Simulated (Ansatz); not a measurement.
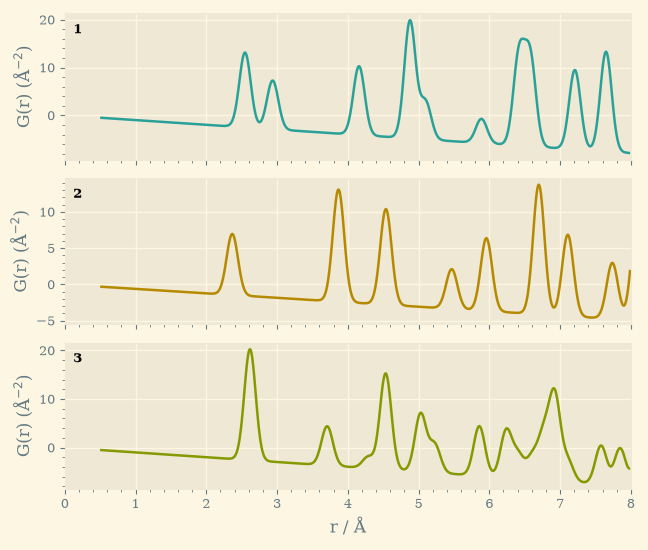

Simulated X-ray pair distribution function, G(r) = R(r)/r − 4πρ₀r, summed over the atomic distances of the structure with each pair weighted by the product of the atomic numbers (X-ray weights at Q = 0); every distance is a Gaussian of σ = 0.08 Å. There is no Q-range truncation.

Candidate structures:

A. 
```xyz
8
Lattice="5.4702 0.0000 0.0000 0.0000 5.4702 0.0000 0.0000 0.0000 5.4702" Properties=species:S:1:pos:R:3 pbc="T T T"
Cu    4.1026    4.1026    4.1026
Cu    0.0000    2.7351    0.0000
Cu    4.1026    1.3675    1.3675
Cu    0.0000    0.0000    2.7351
Cu    1.3675    4.1026    1.3675
Cu    2.7351    2.7351    2.7351
Cu    1.3675    1.3675    4.1026
Cu    2.7351    0.0000    0.0000
```

B. 
```cif
data_structure
_symmetry_space_group_name_H-M 'Im-3m'
_symmetry_Int_Tables_number 229
_cell_length_a 2.9438
_cell_length_b 2.9438
_cell_length_c 2.9438
_cell_angle_alpha 90.000
_cell_angle_beta 90.000
_cell_angle_gamma 90.000
_cell_volume 25.51
loop_
_atom_site_label
_atom_site_type_symbol
_atom_site_symmetry_multiplicity
_atom_site_Wyckoff_symbol
_atom_site_fract_x
_atom_site_fract_y
_atom_site_fract_z
_atom_site_occupancy
Cu1 Cu 2 a 0.00000 0.00000 0.00000 1
```

C. 
```cif
data_structure
_symmetry_space_group_name_H-M 'P6_3/mmc'
_symmetry_Int_Tables_number 194
_cell_length_a 2.6174
_cell_length_b 2.6174
_cell_length_c 4.2903
_cell_angle_alpha 90.000
_cell_angle_beta 90.000
_cell_angle_gamma 120.000
_cell_volume 25.45
loop_
_atom_site_label
_atom_site_type_symbol
_atom_site_symmetry_multiplicity
_atom_site_Wyckoff_symbol
_atom_site_fract_x
_atom_site_fract_y
_atom_site_fract_z
_atom_site_occupancy
Cu1 Cu 2 c 0.33333 0.66667 0.25000 1
```

Origins: A, coordinates from a relaxation with DFT, BLYP, plane waves (420 eV) with PAW, scalar-relativistic (Ansatz 0.2.0); the starting structure was generated, so it need not be a known form of this composition; B, the end point of a relaxation with DFT, BLYP, plane waves (420 eV) with PAW, scalar-relativistic (Ansatz); the starting structure was generated, so it need not be a known form of this composition; C, the end point of a relaxation with DFT, BLYP, plane waves (420 eV) with PAW, scalar-relativistic in Ansatz 0.2.0; the starting structure was generated, so it need not be a known form of this composition.

**Match each curve to its structure.**

curve 1 is B (Cu, first clear peaks at 2.55 Å (Cu–Cu) and 2.94 Å (Cu–Cu)); curve 2 is A (Cu, first clear peaks at 2.37 Å (Cu–Cu) and 3.87 Å (Cu–Cu)); curve 3 is C (Cu, first clear peaks at 2.62 Å (Cu–Cu) and 3.71 Å (Cu–Cu)).
